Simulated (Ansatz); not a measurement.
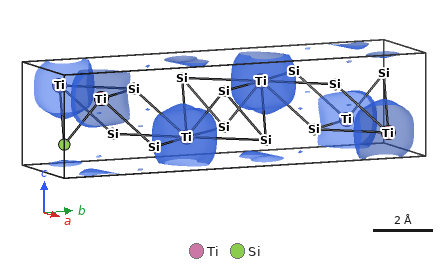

Figure. TiSi2. Density of the Kohn–Sham states from −0.25 to +0.25 eV about the Fermi level (the states at the Fermi level), scaled to one electron a cell: blue surface at 0.015 1/Å³, in the conventional cell seen slightly off an axis.

Space group Cmcm. The cell comes from a database of computed structures, not from a measurement.

Computed with DFT PBE, scalar-relativistic, plane waves, PAW (Ansatz 0.2.0).

In a PAW calculation such maps are meaningful between the atoms, not at the nuclei.

```cif
data_structure
_symmetry_space_group_name_H-M 'P 1'
_symmetry_Int_Tables_number 1
_cell_length_a 3.5302
_cell_length_b 13.5186
_cell_length_c 3.5652
_cell_angle_alpha 90.000
_cell_angle_beta 90.000
_cell_angle_gamma 90.000
_cell_volume 170.14
loop_
_atom_site_label
_atom_site_type_symbol
_atom_site_fract_x
_atom_site_fract_y
_atom_site_fract_z
_atom_site_occupancy
Ti1 Ti 0.00000 0.10312 0.75000 1
Ti2 Ti 0.50000 0.60312 0.75000 1
Ti3 Ti 0.50000 0.39688 0.25000 1
Ti4 Ti 0.00000 0.89688 0.25000 1
Si1 Si 0.00000 0.44175 0.75000 1
Si2 Si 0.50000 0.94175 0.75000 1
Si3 Si 0.50000 0.05825 0.25000 1
Si4 Si 0.00000 0.55825 0.25000 1
Si5 Si 0.50000 0.25031 0.75000 1
Si6 Si 0.00000 0.75031 0.75000 1
Si7 Si 0.00000 0.24969 0.25000 1
Si8 Si 0.50000 0.74969 0.25000 1
```

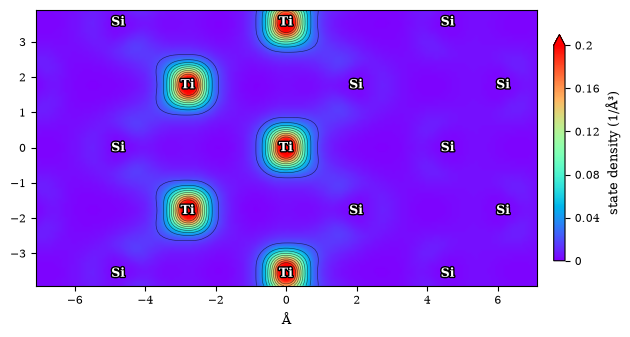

Also shown: a map on the (100) plane of the conventional cell.

What is the character of these states?

Answer. Löwdin projections on the PAW files' atomic orbitals give Ti 3d (75 %) and Si 3p (20 %).
In space (atomic cells sized by Bader volumes) the density divides as Ti about 60 % and Si about 40 %.
